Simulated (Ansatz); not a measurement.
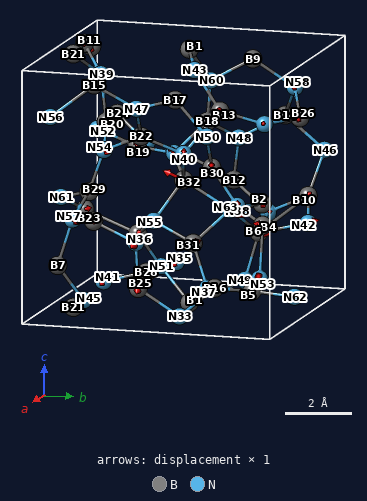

A relaxation of an amorphous cell of composition B$_{32}$N$_{32}$. The starting structure is drawn; red arrows show the displacements, at their true length.

The picture is a ball-and-stick view of the cell of the calculation (origin shifted), seen slightly off an axis.

The calculation used DFT, PBEsol, PAW, plane waves (Ansatz). Set-up: plane-wave cutoff 420 eV; k-point mesh 1 × 1 × 1; no spin polarisation; atoms relaxed in a fixed cell; force threshold 0.03 eV/Å; at most 80 steps.

> Which element moves most?

Boron: up to 0.73 Å, against 0.52 Å for nitrogen.

> Describe the change and its energy.

A B atom moves most: 0.73 Å along [1 −2 1]. By element the largest moves are B 0.73 Å, N 0.52 Å. The lattice vectors keep their values. Among the contacts that change: B–N 1.686 → 2.903 Å, B–N 2.739 → 1.738 Å, B–N 1.781 → 2.359 Å, B–N 1.832 → 2.368 Å. New bonds form: B–N (2.74 → 1.74 Å). Bonds break: B–N (1.69 → 2.90 Å), B–N (1.78 → 2.36 Å). Bond angles that change, for instance: B–N–B 84.2° → 115.7°, B–N–B 115.6° → 88.5°, N–B–N 104.1° → 121.7°. The energy falls by 85.7 meV per atom in 18 geometry steps. The largest force component goes from 3.7 to 0.03 eV/Å.

Limits of the set-up: the periodic images lie only 7.9 Å apart, so the values are limited by the cell's size.
